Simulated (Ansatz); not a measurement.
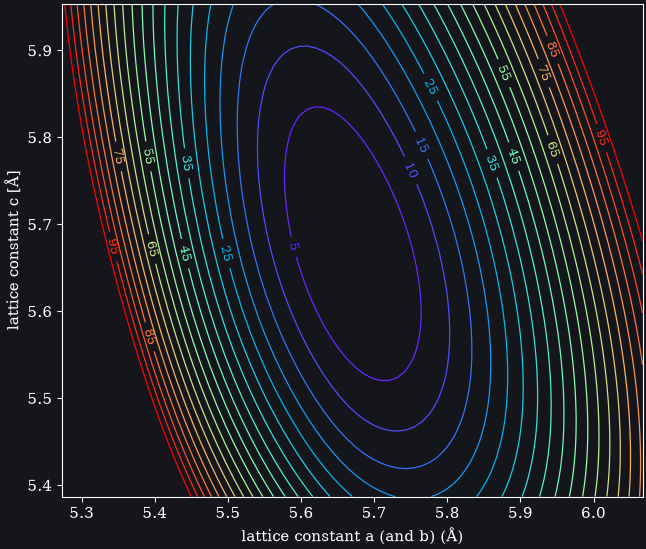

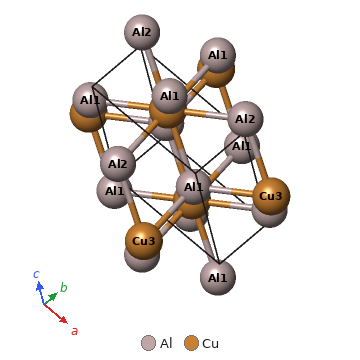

Energy landscape of Al2Cu (Fm-3m, No. 225; 3 atoms in the cell). The energy is mapped over the lattice constants a and c of the conventional cell. First axis: lattice constant a (and b). Second axis: lattice constant c. Nothing is relaxed (symmetry fixes all fractional coordinates). Grid: 7 × 7 points. All energies are given in meV/atom relative to the lowest grid point. These are results of Ansatz, DFT LDA, scalar-relativistic, plane waves, PAW, not measurements. Settings: cutoff 520 eV, k-mesh 14×14×14, gaussian smearing 0.15 eV, no spin polarisation.

Drawn: contour lines labelled in meV/atom (none above 100). Between grid points the surface is interpolated. The second picture is the structure at the lowest point

Describe this landscape.

The lowest grid point is at lattice constant a (and b) = 5.670 Å, lattice constant c = 5.670 Å. No other kind of well shows on this grid. The highest grid point, lattice constant a (and b) = 5.273 Å, lattice constant c = 5.387 Å, lies 240 meV/atom above the lowest. Round the minimum the valley is somewhat tilted: raising lattice constant a (and b) shifts the best value of lattice constant c downwards (coupling k₁₂/√(k₁₁k₂₂) about 0.5).

The values on the grid:

```csv
"lattice constant c ↓, lattice constant a (and b) →",5.273,5.405,5.538,5.670,5.802,5.935,6.067
5.954,102,42,17,19,46,92,153
5.859,111,44,12,9,31,73,132
5.765,125,50,11,2,20,58,113
5.670,145,61,14,0,12,47,99
5.576,170,77,23,3,10,40,88
5.481,201,99,38,11,13,38,82
5.387,240,128,59,25,21,42,81
```

The whole map (49 points run) took 13 min on 2 threads of Arm Neoverse N1 (shared host).

PAW datasets: the set soft_1.
